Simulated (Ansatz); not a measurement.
System: Si₃₂N (cell charge −1, with a compensating background) (cell with a defect).

```
Si N
1.0
     5.43383    5.43383   -5.43383
    -5.43383   -5.43383   -5.43383
    -5.43383    5.43383    5.43383
Si N
32 1
Direct
  0.25375 0.48554 0.98802
  0.49644 0.24583 0.99686
  0.74994 0.01164 0.00464
  0.74933 0.48254 0.47642
  0.00448 0.50206 0.23995
  0.25869 0.25840 0.26587
  0.46553 0.97140 0.22479
  0.74990 0.75128 0.26523
  0.91762 0.76302 0.01636
  0.58043 0.54043 0.79383
  0.74926 0.22288 0.73586
  0.99932 0.23821 0.49143
  0.25856 0.01243 0.51178
  0.49636 0.74346 0.49921
  0.00451 0.98679 0.75532
  0.25370 0.73471 0.73907
  0.21098 0.70867 0.96214
  0.51435 0.50255 0.00398
  0.74699 0.25425 0.99510
  0.74698 0.74175 0.50783
  0.00545 0.76345 0.27654
  0.25448 0.49706 0.24328
  0.49077 0.23538 0.23995
  0.73455 0.98998 0.24339
  0.00557 0.02311 0.01667
  0.51425 0.75051 0.75589
  0.78304 0.47310 0.72658
  0.00347 0.48847 0.48398
  0.27607 0.27461 0.52801
  0.49063 0.98650 0.48872
  0.00342 0.23078 0.74168
  0.25449 0.98994 0.75053
  0.99173 0.64555 0.89920
```

These are results of DFT PBEsol, scalar-relativistic, plane waves, PAW in Ansatz 0.2.0, not measurements.

> Predict the valence pseudo-density and electron localisation function between the atoms.

Si–Si (2.35 Å): ρ at the midpoint is about 0.57 e/Å³; the ELF peaks at about 0.95 between the atoms; a covalent bond.
Si–Si (2.36 Å): ρ at the midpoint is about 0.55 e/Å³; the ELF peaks at about 0.95 between the atoms, as expected for a shared electron pair.

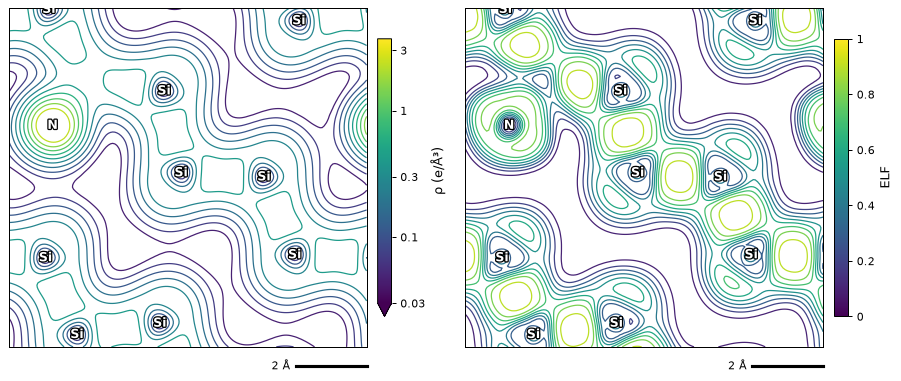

Computed valence pseudo-density and electron localisation function on the (100) plane of the calculation cell, in this order. Atoms just off the plane (Si, 0.7 Å away) can leave unmarked features too.

Core electrons are frozen (PAW), and the valence fields are smoothed inside the atomic spheres.
